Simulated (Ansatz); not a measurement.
## Run report: Ti, band-structure calculation

System: Ti (1 atom in the cell).
Method: DFT r2SCAN, scalar-relativistic, plane waves, PAW, no spin polarisation (Ansatz 0.2.0).

The structure derives from an entry of the Crystallography Open Database. Figures and captions count atoms from 1; the log counts them from 0 in places.

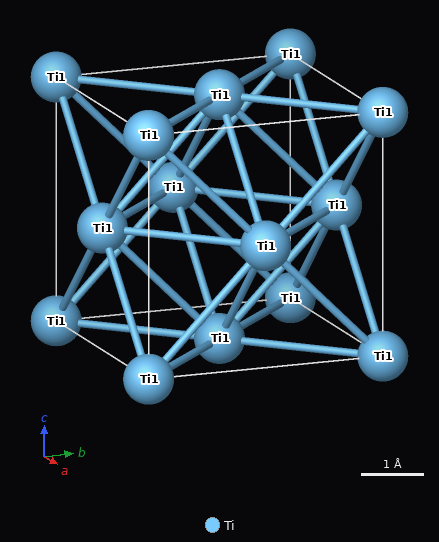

Fig. 1: The structure (ball-and-stick view of the cell 4 times as large as that of the calculation, set on its symmetry axes, seen slightly off an axis; atoms are numbered from 1 in the order of the input).

Key numbers:

- outcome: converged
- space group (tolerance 0.01 Å): Fm-3m (225)
- electrons treated: 12
- free energy: −2504.3026 eV
- Fermi energy: 13.251 eV
- gap on the k-point mesh: none (metallic)
- pressure: 0.02 GPa
- largest force (length of the vector): under 0.001 eV/Å
- hardware: 1 thread of Intel Xeon (Sapphire Rapids), 192 GiB of memory available, shared host
- wall time: 17 s
- peak memory: 0.43 GiB

Input:
```yaml
crystal:
  lattice:
    - [0.0, 2.0551516154, 2.0551516154]
    - [2.0551516154, 0.0, 2.0551516154]
    - [2.0551516154, 2.0551516154, 0.0]
  atoms:
    - { symbol: Ti, position: [0.0, 0.0, 0.0] }
basis:
  ecutwfc: 500
kpoints:
  mp_grid: { grid: [18, 18, 18] }
  band_path:
    path:
      - [[0.0, 0.0, 0.0], [0.5, 0.0, 0.5], [0.625, 0.25, 0.625]]
      - [[0.375, 0.375, 0.75], [0.0, 0.0, 0.0], [0.5, 0.5, 0.5], [0.5, 0.25, 0.75], [0.5, 0.0, 0.5]]
    npoints: 14
hamiltonian:
  xc: r2scan
scf:
  occupations: { method: gaussian, width: 0.1 }
  n_extra_bands: 6
output:
  forces: true
  stress: true
  eigenvalues: true
  populations: true
  dos: { projected: true, de: 0.02, nscf_kmesh: { grid: [27, 27, 27] } }
  bader: true
  write_density: true
  write_potential: true
  elf: true
  volumetric_format: npy
```

Run as:
```bash
ansatz run input.yaml --threads 1 --pin off --max-ram 2560MiB --backend cpu --events-out ev --progress --plain --runs-dir out
```

What the program printed:
```
scf.n_extra_bands = 6 over 6 filled bands (N_el = 12.0): the run solves 12 bands
Engine: ansatz 0.2.0, x86_64-unknown-linux-gnu
Pseudopotentials: kind: paw
Pseudopotential: Ti, paw, valence charge 12, recommended cutoff 500 eV (meta_gga), Ti.paw.azcp
Functional definition: r2SCAN
  parameter k0 = 0.174
  parameter k1 = 0.065
  parameter a1 = 4.9479
  exchange = r2scan_x(k0 = k0, k1 = k1, a1 = a1)
  correlation = r2scan_c
Crystal: 1 atoms, lattice volume = 17.360 Å³
Basis set: ecut = 500 eV, 459 PW (Γ), exchange–correlation on 96×96×96 points (64 copies of the dense FFT grid, shifted against one another)
Bands: 12, of which v1, the nominal top of the filled ones, is band 6 counted from 1 (5 counted from 0)
Symmetry: 48 space group operations
Space group: Fm-3m (ITA 225), of the structure as read, at distance tolerance 2.6e-5 Å
k-points: 195 of 5832
Non-local potential: Ti, projectors of the file, l = 0: 3, l = 1: 2, l = 2: 3, l = 3: 1
PAW form: soft (Blöchl's): semilocal exchange-correlation on the pseudo side does not see the compensation charge
PAW frozen core: Ti, regenerated for the run's functional (the file was generated under x = pbe(κ = 0.804, μ = 0.2195149727645171), c = pbe(β = 0.06672455060314922))
PAW one-centre angular grid: Ti, 590 points (default); XC on 160 Gauss nodes
Initial density: superposition of atomic densities (neutral atoms: chi_scale 0, normalization atom), corrected by the library's trained network
Initial wavefunctions: pseudopotential atomic-orbital guess
Functional: x = r2scan, c = r2scan; τ floored in thin density (d = 2e-4 eV/Å³)
SCF iter   1: F=—  HF=-2504.285234 eV  |F-HF|=—  |Δ(HF+E_count)|=         —  Δρ=1.58e-2  dr2=4.04e-2  dr2_τ=8.04e-3  ethr=1.77e-3  ⟨swp⟩=4.8  Hψ=11972  notcnv=0
preconditioner: auto → none  [metal: Δε(μ)=0.028 eV  Ē_g=7.767 eV  σ=0.100 eV  W_gap=0.16  n_scr=0 (ndim 8)  ℏωp=17.8 eV  f_vac=0.000  D(μ)=1.41/eV (n_scr^D=14)]
SCF iter   2: F=—  HF=-2504.302753 eV  |F-HF|=—  |Δ(HF+E_count)|=   1.75e-2  Δρ=5.05e-3  dr2=2.95e-3  dr2_τ=9.08e-4  ethr=3.36e-4  ⟨swp⟩=2.9  Hψ=5718  notcnv=0  defer=304
SCF iter   3: F=—  HF=-2504.302173 eV  |F-HF|=—  |Δ(HF+E_count)|=   5.81e-4  Δρ=1.74e-3  dr2=1.72e-4  dr2_τ=7.19e-5  ethr=2.46e-5  ⟨swp⟩=3.0  Hψ=3990  notcnv=0  defer=304
SCF iter   4: F=—  HF=-2504.302614 eV  |F-HF|=—  |Δ(HF+E_count)|=   4.42e-4  Δρ=1.51e-4  dr2=2.13e-6  dr2_τ=4.77e-7  ethr=1.43e-6  ⟨swp⟩=2.0  Hψ=3156  notcnv=0  defer=304
SCF iter   5: F=—  HF=-2504.302620 eV  |F-HF|=—  |Δ(HF+E_count)|=   5.25e-6  Δρ=2.98e-5  dr2=7.39e-8  dr2_τ=9.31e-9  ethr=1.78e-8  ⟨swp⟩=2.7  Hψ=3126  notcnv=0  defer=304
SCF iter   6: F=-2504.302620 eV  HF=-2504.302620 eV  |F-HF|=5.41e-9  |Δ(HF+E_count)|=   1.46e-7  Δρ=4.53e-6  dr2=2.37e-9  dr2_τ=5.83e-10  ethr=6.15e-10  ⟨swp⟩=8.2  Hψ=13062  notcnv=0
SCF 1 converged in 6 iterations: F = -2504.302620 eV  dr2 = 2.37e-9
  greatest PAW one-centre occupation: 1.000 electrons in one spin orbital (limit 2), on the Ti atom at site 0 (counted from 0), in its partial waves of l = 1
NSCF: frozen V_eff on 86 k-points
NSCF: frozen V_eff on 560 k-points
SCF converged after 6 iterations
Free energy (F): -2504.302620 eV
Harris-Foulkes:  -2504.302620 eV  (|F-HF|=5.41e-9)
Internal energy: -2504.295212 eV  (E = F + TS)
E sigma→0 (E₀):  -2504.298916 eV
Entropy (-TS):   -0.007408 eV (-7.408 meV/atom)
Fermi energy:    13.250564 eV
--- Per-component energies (eV) ---
  E_band       = -170.464126
  E_kinetic    = 272.446471
  E_local      = -809.018017  (includes V_loc(G=0)·N_el)
  E_nonlocal   = 7.302954
  E_hartree    = 331.198800
  E_xc         = -92.789408
  E_vxc        = -132.669424  (∫ρ·V_xc dr)
  E_paw        = -1056.706419  (= ΣΔE_a)
  E_vpaw       = -180.072359  (= ΣTr[D̂ρ^β])
  E_aug_tail   = 0.000089  (compensation charges beyond the density's cutoff)
  E_vtau       = 9.150183  (kinetic-family band-sum trace: ∫τ·v_τ [+ j·A + Jᵃ·Aᵃ] dr)
  E_ewald      = -1156.476226
  E_core_change = -0.253457  (= ΣΔE_core)
  E_smearing   = -0.007408  (= −TS)
  E_closure    = 0.000000  (closes the sum)
  Σ components = -2504.302620   (vs F -2504.302620, Δ=0.00e0)
--- Forces (eV/Å), atoms counted from 1 ---
  atom   1  Ti    -0.00000000    -0.00000000     0.00000000
  max |Σ_I F_I| component: 5.96e-32 eV/Å
--- Stress (GPa, compression-positive) ---
        0.021458       0.000000       0.000000
        0.000000       0.021458       0.000000
        0.000000       0.000000       0.021458
  P = ⅓ Tr σ = 0.0215 GPa (0.215 kbar)
--- Band table (eV; the first three rows and the last of 195) ---
  k-point 0: bands = ["-45.8173", "-20.6092", "-20.6092", "-20.6092", "6.7548", "14.2474", "14.2474", "14.2474", "16.0506", "16.0506", "29.0539", "33.9438"]
  k-point 1: bands = ["-45.8135", "-20.6310", "-20.6119", "-20.6119", "6.8597", "14.1792", "14.2852", "14.2852", "16.0252", "16.0252", "29.1375", "33.0489"]
  k-point 2: bands = ["-45.8025", "-20.6935", "-20.6196", "-20.6196", "7.1673", "13.9923", "14.3842", "14.3842", "15.9666", "15.9666", "29.2786", "31.4838"]
  k-point 194: bands = ["-45.6471", "-21.0928", "-21.0221", "-20.8618", "11.6465", "12.5533", "13.1434", "15.6942", "17.3142", "21.3760", "22.5426", "24.0876"]
--- Löwdin populations: 1 site ---
  site symbol       q [e]
     0     Ti     11.8348
  spilling = 0.013765 (of n_electrons = 12.000000)
--- Bader charges: 1 site ---
  site symbol  charge [e]  shift [e] shared [e]
     0     Ti      0.0400     0.0000     0.0000
  maxima off the nuclei: 3, with 0.0400 electrons
  on the straight line to a nucleus their density falls by 3.1e-4 to 3.5e-4 of itself; PAW files or a low cutoff
  can make one that falls by little (a run on other files and one at a higher cutoff tell): if they did, read the shared
  charge, to which what the maxima have on the atom's side is counted
  estimated error of the sums over rays = 3.3e-4 e
```

File populations.tsv:
```
# site	symbol	l	j	q
# orbitals = lowdin
# n_electrons = 12.000000
# spilling = 0.013765
0	Ti	0_3S	-	1.925202
0	Ti	0_4S	-	0.939285
0	Ti	1_3P	-	5.988949
0	Ti	2_3D	-	2.981382
```

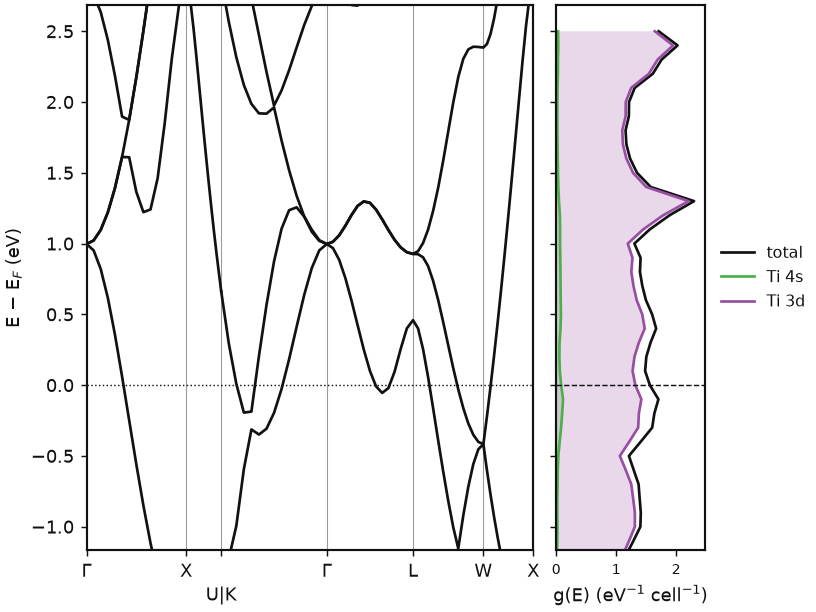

Fig. 2: Band structure along Γ–X–U|K–Γ–L–W–X and density of states (projected on Löwdin-orthogonalised atomic shells), with energies from the Fermi level. Bands cross the Fermi level: a metal at this level of theory.

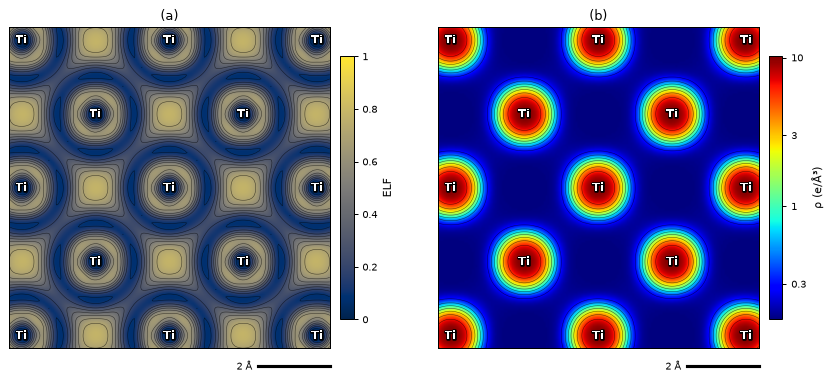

Fig. 3: (a) electron localisation function; (b) valence charge density (pseudo) on the (010) plane of the conventional cell. Atoms in the plane: Ti. Ti–Ti (2.91 Å): the density is about 0.19 e/Å³ at the midpoint; the ELF is about 0.25 at the midpoint; no localised pair between them. Away from the nuclei the density in this plane falls to 0.17 e/Å³ at its lowest.  The strong features right at Ti lie inside the PAW spheres (semicore, d or f shells) and say nothing about bonding. Core electrons are frozen (PAW), so the fields are smoothed inside the atomic spheres.

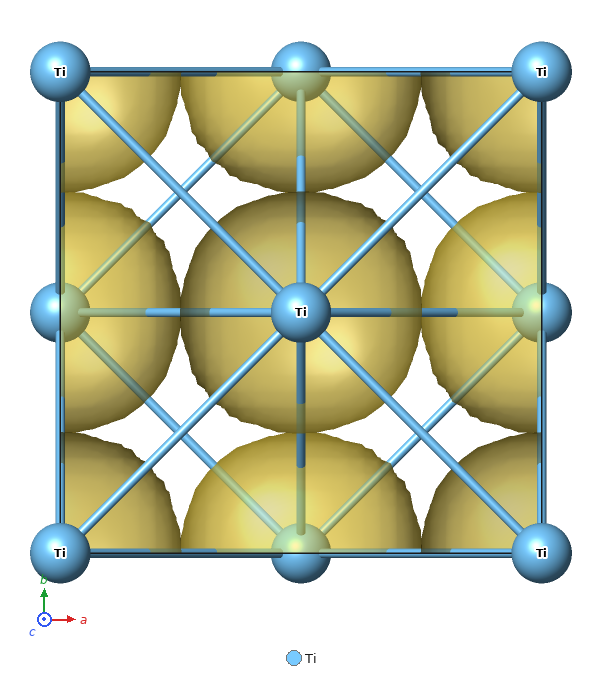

Fig. 4: Isosurface of the valence charge density (pseudo) at 0.3 e/Å³ (yellow), seen along the c axis. Sticks mark near contacts. The outline is the cell set on symmetry axes. At this value the density breaks into separate islands; it holds about 80 % of the electrons treated as valence (semicore included). It is pinched off along the Ti–Ti (2.91 Å) contacts. On the grid the lowest density along these lines, outside the cores, is 0.19 e/Å³ (Ti–Ti, 2.91 Å).
